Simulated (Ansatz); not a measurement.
Al₂Cu: single-point calculation

System: Al₂Cu (Fm-3m, 3 atoms in the cell).
Method: DFT PBEsol, scalar-relativistic, plane waves, PAW, no spin polarisation (Ansatz 0.2.0).

The structure derives from a Materials Project entry. Figures and captions count atoms from 1; the log counts them from 0 in places.

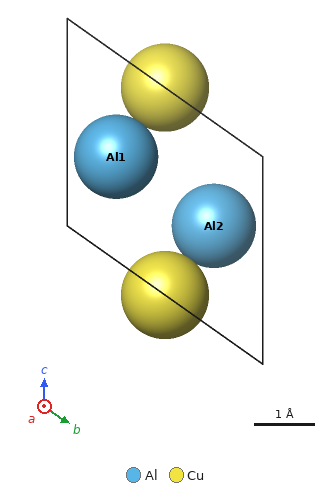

*The input geometry (spheres-only view of the cell of the calculation, along the a axis; atoms are numbered from 1 in the order of the input). An atom can appear more than once, as a periodic image.*

## The input
```yaml
crystal:
  lattice:
    - [-2.0246315468, 2.0246315468, 2.8630136658]
    - [2.0246315468, -2.0246315468, 2.8630136658]
    - [2.0246315468, 2.0246315468, -2.8630136658]
  atoms:
    - { symbol: Al, position: [0.75, 0.25, 0.5] }
    - { symbol: Al, position: [0.25, 0.75, 0.5] }
    - { symbol: Cu, position: [0.5, 0.5, 0.0] }
basis:
  ecutwfc: 420
kpoints:
  mp_grid: { grid: [16, 16, 16] }
hamiltonian:
  xc: pbesol
scf:
  occupations: { method: gaussian, width: 0.15 }
output:
  forces: true
  stress: true
  eigenvalues: true
  write_density: true
  write_potential: true
  elf: true
  volumetric_format: npy
```

Hardware: 2 threads of Arm Neoverse V2, 24 GiB of memory available, shared host.

Command:
```bash
ansatz run input.yaml --threads 2 --pin off --max-ram 5120MiB --backend cpu --events-out ev --progress --plain --runs-dir out
```

## Log
```
Engine: ansatz 0.2.0, aarch64-unknown-linux-gnu
Pseudopotentials: kind: paw
Pseudopotential: Al, paw, valence charge 3, recommended cutoff 420 eV (normal), Al.paw.azcp
Pseudopotential: Cu, paw, valence charge 19, recommended cutoff 420 eV (normal), Cu.paw.azcp
Functional definition: PBEsol
  exchange = pbesol_x
  correlation = pbesol_c
Crystal: 3 atoms, lattice volume = 46.943 Å³
Basis set: ecut = 420 eV, 941 PW (Γ), exchange–correlation on 60×60×60 points (8 copies of the dense FFT grid, shifted against one another)
Bands: 17, of which v1, the nominal top of the filled ones, is band 13 counted from 1 (12 counted from 0)
Symmetry: 16 space group operations
Space group: I4/mmm (ITA 139), of the structure as read, at distance tolerance 3.6e-5 Å
k-points: 349 of 4096
Non-local potential: Al, projectors of the file, l = 0: 2, l = 1: 2, l = 2: 1
Non-local potential: Cu, projectors of the file, l = 0: 3, l = 1: 2, l = 2: 3, l = 3: 1
PAW form: soft (Blöchl's): semilocal exchange-correlation on the pseudo side does not see the compensation charge
PAW frozen core: Al, regenerated for the run's functional, and the local potential with it (the file was generated under x = pbe(κ = 0.804, μ = 0.2195149727645171), c = pbe(β = 0.06672455060314922))
PAW frozen core: Cu, regenerated for the run's functional, and the local potential with it (the file was generated under x = pbe(κ = 0.804, μ = 0.2195149727645171), c = pbe(β = 0.06672455060314922))
PAW one-centre angular grid: Al, 110 points (default); XC on 64 Gauss nodes
PAW one-centre angular grid: Cu, 590 points (default); XC on 64 Gauss nodes
Initial density: superposition of atomic densities (neutral atoms: chi_scale 0, normalization atom), corrected by the library's trained network
Initial wavefunctions: pseudopotential atomic-orbital guess
Functional: x = pbesol(κ = 0.804, μ = 0.12345679012345678), c = pbesol(β = 0.046)
SCF iter   1: F=—  HF=-7638.423908 eV  |F-HF|=—  |Δ(HF+E_count)|=         —  Δρ=8.38e-3  dr2=1.81e-2  ethr=1.77e-3  ⟨swp⟩=5.1  Hψ=29552  notcnv=0
preconditioner: auto → Kerker (q_TF=auto, 2.456 Å⁻¹)  [metal: Δε(μ)=0.034 eV  Ē_g=8.421 eV  σ=0.150 eV  W_gap=0.13  n_scr=14 (ndim 8)  ℏωp=22.3 eV  f_vac=0.002  D(μ)=0.83/eV (n_scr^D=0)]
SCF iter   2: F=—  HF=-7638.420611 eV  |F-HF|=—  |Δ(HF+E_count)|=   3.30e-3  Δρ=1.22e-3  dr2=7.71e-4  ethr=7.25e-5  ⟨swp⟩=2.1  Hψ=11160  notcnv=0
SCF iter   3: F=—  HF=-7638.420533 eV  |F-HF|=—  |Δ(HF+E_count)|=   7.83e-5  Δρ=1.05e-3  dr2=5.19e-4  ethr=3.08e-6  ⟨swp⟩=2.1  Hψ=7898  notcnv=0
SCF iter   4: F=—  HF=-7638.420584 eV  |F-HF|=—  |Δ(HF+E_count)|=   5.09e-5  Δρ=3.64e-4  dr2=9.33e-5  ethr=2.08e-6  ⟨swp⟩=1.0  Hψ=5847  notcnv=0
SCF iter   5: F=—  HF=-7638.420583 eV  |F-HF|=—  |Δ(HF+E_count)|=   1.29e-6  Δρ=6.94e-5  dr2=3.62e-6  ethr=3.73e-7  ⟨swp⟩=1.1  Hψ=5944  notcnv=0
SCF iter   6: F=—  HF=-7638.420582 eV  |F-HF|=—  |Δ(HF+E_count)|=   2.61e-7  Δρ=3.08e-5  dr2=5.51e-7  ethr=1.45e-8  ⟨swp⟩=2.3  Hψ=8756  notcnv=0
SCF iter   7: F=-7638.420582 eV  HF=-7638.420582 eV  |F-HF|=2.29e-8  |Δ(HF+E_count)|=   1.41e-7  Δρ=4.35e-6  dr2=1.09e-8  ethr=4.00e-10  ⟨swp⟩=8.3  Hψ=32943  notcnv=0
SCF 1 converged in 7 iterations: F = -7638.420582 eV  dr2 = 1.09e-8
  greatest PAW one-centre occupation: 1.000 electrons in one spin orbital (limit 2), on the Cu atom at site 2 (counted from 0), in its partial waves of l = 0
```

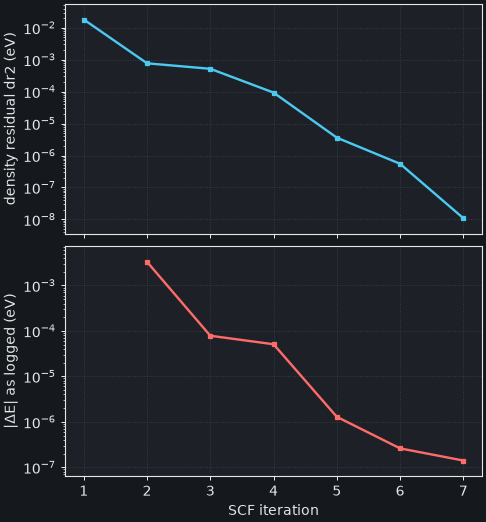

*Convergence of the self-consistent field: density residual dr2 and size of the energy change against the SCF iteration.*

The residual falls at every step.

```
SCF converged after 7 iterations
Free energy (F): -7638.420582 eV
Harris-Foulkes:  -7638.420582 eV  (|F-HF|=2.29e-8)
Internal energy: -7638.411289 eV  (E = F + TS)
E sigma→0 (E₀):  -7638.415935 eV
Entropy (-TS):   -0.009294 eV (-3.098 meV/atom)
Fermi energy:    9.362670 eV
--- Per-component energies (eV) ---
  E_band       = -491.068958
  E_kinetic    = 346.907137
  E_local      = -5881.543981  (includes V_loc(G=0)·N_el)
  E_nonlocal   = 403.696014
  E_hartree    = 2629.866311
  E_xc         = -169.335271
  E_vxc        = -175.747864  (∫ρ·V_xc dr)
  E_paw        = -2528.909354  (= ΣΔE_a)
  E_vpaw       = -444.121114  (= ΣTr[D̂ρ^β])
  E_aug_tail   = 0.000228  (compensation charges beyond the density's cutoff)
  E_ewald      = -2439.336853
  E_core_change = 0.244480  (= ΣΔE_core)
  E_smearing   = -0.009294  (= −TS)
  E_closure    = 0.000000  (closes the sum)
  Σ components = -7638.420582   (vs F -7638.420582, Δ=0.00e0)
--- Forces (eV/Å), atoms counted from 1 ---
  atom   1  Al    -0.00000000    -0.00000000     0.00000000
  atom   2  Al    -0.00000000     0.00000000     0.00000000
  atom   3  Cu    -0.00000000    -0.00000000     0.00000000
  max |Σ_I F_I| component: 1.04e-17 eV/Å
--- Stress (GPa, compression-positive) ---
        0.019322       0.000000       0.000000
        0.000000       0.019322       0.000000
       -0.000000       0.000000       0.028577
  P = ⅓ Tr σ = 0.0224 GPa (0.224 kbar)
--- Band table (eV; the first three rows and the last of 349) ---
  k-point 0: bands = ["-104.2065", "-61.7048", "-61.7048", "-61.7047", "-0.9476", "4.7714", "4.7715", "4.7715", "5.3511", "5.3512", "12.2424", "12.2424", "12.2430", "12.3570", "12.3579", "12.3579", "13.7434"]
  k-point 1: bands = ["-104.2064", "-61.7048", "-61.7048", "-61.7047", "-0.8769", "4.7498", "4.7824", "4.7825", "5.3382", "5.3575", "11.2719", "11.2726", "11.9576", "11.9861", "13.4257", "13.4266", "14.2477"]
  k-point 2: bands = ["-104.2064", "-61.7048", "-61.7048", "-61.7047", "-0.6656", "4.6875", "4.8156", "4.8157", "5.2994", "5.3753", "10.3499", "10.3506", "11.2078", "11.4009", "13.6868", "14.6294", "14.6305"]
  k-point 348: bands = ["-104.2064", "-61.7049", "-61.7048", "-61.7048", "3.1859", "3.4512", "4.1903", "5.2868", "5.2868", "5.5168", "5.6139", "7.3583", "7.3583", "9.7956", "10.8696", "18.3804", "20.1017"]
```

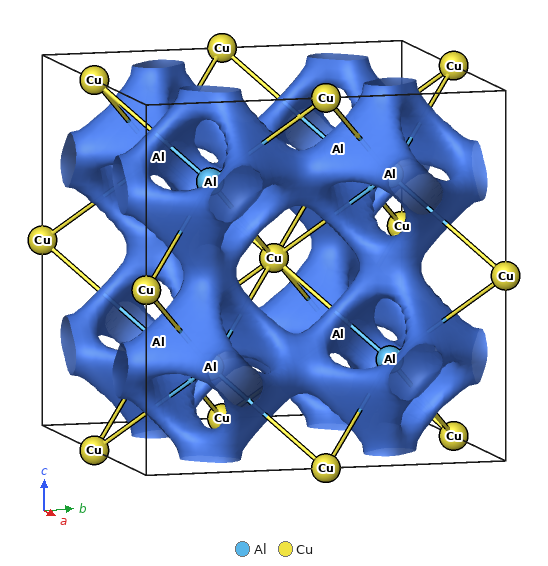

*Isosurface of the ELF at 0.6 (blue), seen slightly off an axis. Core shells and regions of very low density are left out. Sticks mark near contacts. The outline is the cell set on symmetry axes.*

Profiles from the grid: Al–Cu (2.48 Å): the ELF peaks at about 0.70 between the atoms. Core electrons are frozen (PAW), so the fields are smoothed inside the atomic spheres.

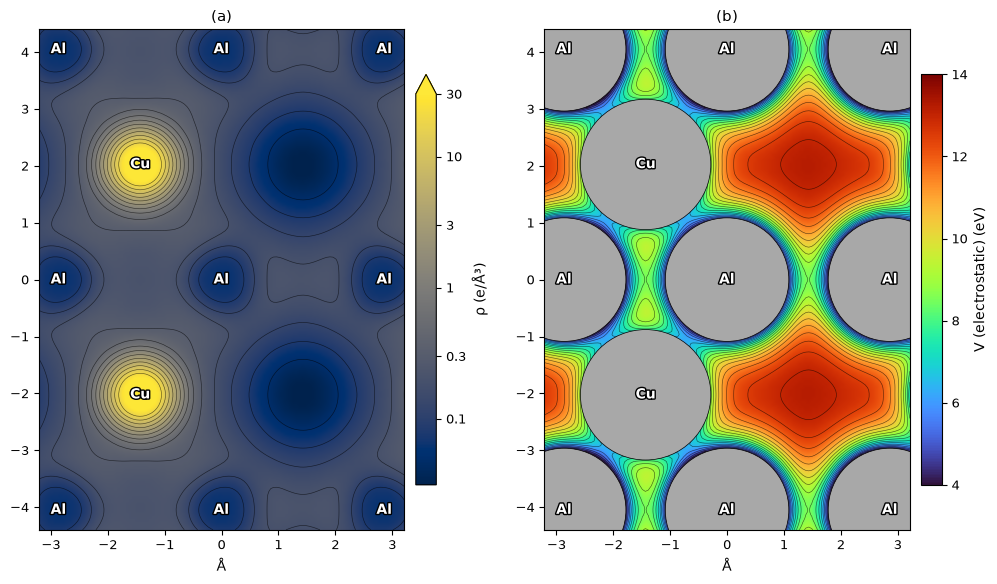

*(a) valence charge density (pseudo); (b) electrostatic potential (local pseudopotential plus Hartree) felt by an electron on the (101) plane of the conventional cell. Grey discs, where drawn, cover atomic cores.*

The section cuts through Al and Cu sites. Al–Cu (2.48 Å): ρ is about 0.32 e/Å³ halfway. Away from the nuclei the density in this plane falls to 0.03 e/Å³ at its lowest. Outside the cores the potential energy rises away from the atoms and is highest about 2.5 Å from the nearest atoms; outside the discs it spans about 9 eV, and its zero is arbitrary.

## Results in brief

| quantity | value |
| --- | --- |
| outcome | converged |
| space group (tolerance 0.01 Å) | Fm-3m (225) |
| electrons treated | 25 |
| free energy | −7638.4206 eV |
| Fermi energy | 9.363 eV |
| gap on the k-point mesh | none (metallic) |
| pressure | 0.02 GPa |
| largest force (length of the vector) | under 0.001 eV/Å |
| wall time | 7.8 s (CPU time 15 s) |
| peak memory | 0.5 GiB |
